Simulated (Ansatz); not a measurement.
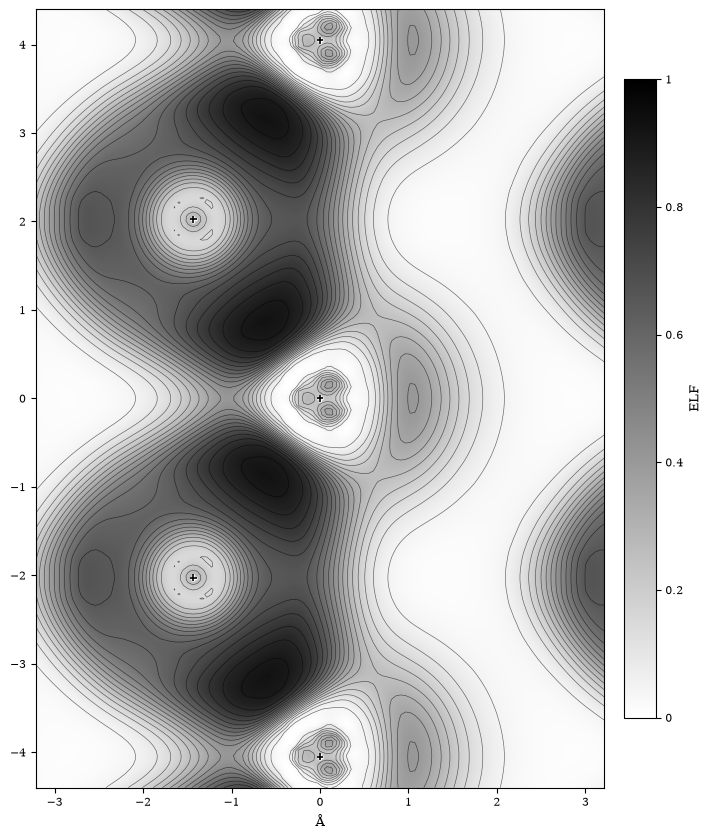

The ELF on a plane through atoms (crosses mark nuclei in the plane).

Theory: DFT PBE, scalar-relativistic, plane waves, PAW in Ansatz.

Candidates:
A. Te₂Mo, a = 3.56 Å, b = 3.56 Å, c = 15.20 Å, α = 90.00°, β = 90.00°, γ = 120.00°. Space group P6₃/mmc; computed without spin polarisation.
B. AlAs, a = 5.73 Å, b = 5.73 Å, c = 5.73 Å, α = 90.00°, β = 90.00°, γ = 90.00°. Space group F-43m.

Which system is this?

Answer. Candidate B: AlAs on the (101) plane of the conventional cell, which holds Al and As. Al–As (2.48 Å): the ELF peaks at about 0.90 between the atoms: localised, covalent bonding.
